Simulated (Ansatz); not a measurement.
**Run report: W5S11 (charge +1), geometry relaxation (part 5 of 5)**

The same run, continued: W5S11 (defect cell, 48 atoms in the cell, total charge +1); DFT PBE+D3(BJ), scalar-relativistic, plane waves, PAW, spin-polarised (Ansatz 0.2.0); cutoff 420 eV, 2×2×2 k-mesh, Gaussian smearing of 0.01 eV, collinear spins. The structure derives from a Materials Project entry. It belongs to a series of runs on one base structure; here: S on a W site (c), charge +1, atoms relaxed at the host's cell.

Trajectory as extended XYZ, continued
```
48
Lattice="6.3194 -10.9456 0.0000 6.3194 10.9456 0.0000 0.0000 0.0000 16.9395" Properties=species:S:1:pos:R:3:forces:R:3 step=3 energy=-185587.99001
S     4.7396   -6.3849    0.0000    0.0000   0.0000   0.0000
W     3.1301   -3.5879    0.0000   -0.0092   0.0072   0.0000
W     1.5897   -0.9065    0.0000    0.0012   0.0007   0.0000
W     6.3571   -9.1773    0.0000    0.0016  -0.0115   0.0000
W     6.3490   -3.5879    0.0000    0.0092   0.0072   0.0000
W     4.7396   -0.9129    0.0000    0.0000   0.0054   0.0000
W     3.1590    1.8247    0.0000    0.0047  -0.0027   0.0000
W     7.9666   -6.3896    0.0000    0.0108   0.0043   0.0000
W     7.8895   -0.9065    0.0000   -0.0012   0.0007   0.0000
W     6.3201    1.8247    0.0000   -0.0047  -0.0027   0.0000
W     4.7396    4.5493    0.0000    0.0000  -0.0014   0.0000
W     9.4748   -3.6511    0.0000    0.0056   0.0032   0.0000
W     9.4415    1.7683    0.0000   -0.0016  -0.0115   0.0000
W     7.8320    4.5560    0.0000   -0.0108   0.0043   0.0000
W     6.3238    7.2945    0.0000   -0.0056   0.0032   0.0000
W    11.0590   -0.9071    0.0000    0.0000  -0.0064   0.0000
S     6.3333   -7.3051   15.4353    0.0091  -0.0052  -0.0034
S     4.7396   -4.5446   15.4353    0.0000   0.0105  -0.0034
S     3.1593   -1.7963   15.3450    0.0010  -0.0016   0.0028
S     1.6038    0.8978   15.3450   -0.0009   0.0017   0.0028
S     7.8990   -4.5608   15.3640    0.0017   0.0010   0.0003
S     6.3199   -1.7963   15.3450   -0.0010  -0.0016   0.0028
S     4.7396    0.9121   15.3663    0.0000   0.0000  -0.0029
S     3.1841    3.6349   15.3450   -0.0019  -0.0001   0.0028
S     9.4788   -1.8241   15.3651   -0.0003   0.0001   0.0021
S     7.8753    0.8978   15.3450    0.0009   0.0017   0.0028
S     6.2950    3.6349   15.3450    0.0019  -0.0001   0.0028
S     4.7396    6.3846   15.3651    0.0000  -0.0003   0.0021
S    11.0590    0.9125   15.3640    0.0000  -0.0020   0.0003
S     9.4652    3.6405   15.4353   -0.0091  -0.0052  -0.0034
S     7.8996    6.3847   15.3640   -0.0017   0.0010   0.0003
S     6.3197    9.1215   15.3651    0.0003   0.0001   0.0021
S     6.3333   -7.3051    1.5042    0.0091  -0.0052   0.0034
S     4.7396   -4.5446    1.5042    0.0000   0.0105   0.0034
S     3.1593   -1.7963    1.5945    0.0010  -0.0016  -0.0028
S     1.6038    0.8978    1.5945   -0.0009   0.0017  -0.0028
S     7.8990   -4.5608    1.5755    0.0017   0.0010  -0.0003
S     6.3199   -1.7963    1.5945   -0.0010  -0.0016  -0.0028
S     4.7396    0.9121    1.5731    0.0000   0.0000   0.0029
S     3.1841    3.6349    1.5945   -0.0019  -0.0001  -0.0028
S     9.4788   -1.8241    1.5744   -0.0003   0.0001  -0.0021
S     7.8753    0.8978    1.5945    0.0009   0.0017  -0.0028
S     6.2950    3.6349    1.5945    0.0019  -0.0001  -0.0028
S     4.7396    6.3846    1.5744    0.0000  -0.0003  -0.0021
S    11.0590    0.9125    1.5755    0.0000  -0.0020  -0.0003
S     9.4652    3.6405    1.5042   -0.0091  -0.0052   0.0034
S     7.8996    6.3847    1.5755   -0.0017   0.0010  -0.0003
S     6.3197    9.1215    1.5744    0.0003   0.0001  -0.0021
```

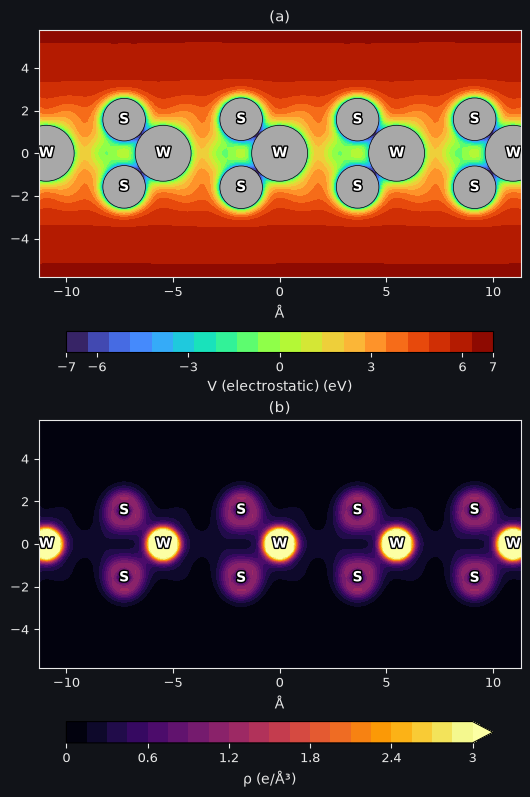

(a) electrostatic potential energy of an electron; (b) valence electron density on the (110) plane of the calculation cell, a cut from vacuum to vacuum. Grey discs, where drawn, cover atomic cores. The plane passes through W and S nuclei. W–S (2.41 Å): ρ at the midpoint is about 0.63 e/Å³. The density dies away to nearly zero in the vacuum. The fields are those of the smooth PAW valence density.
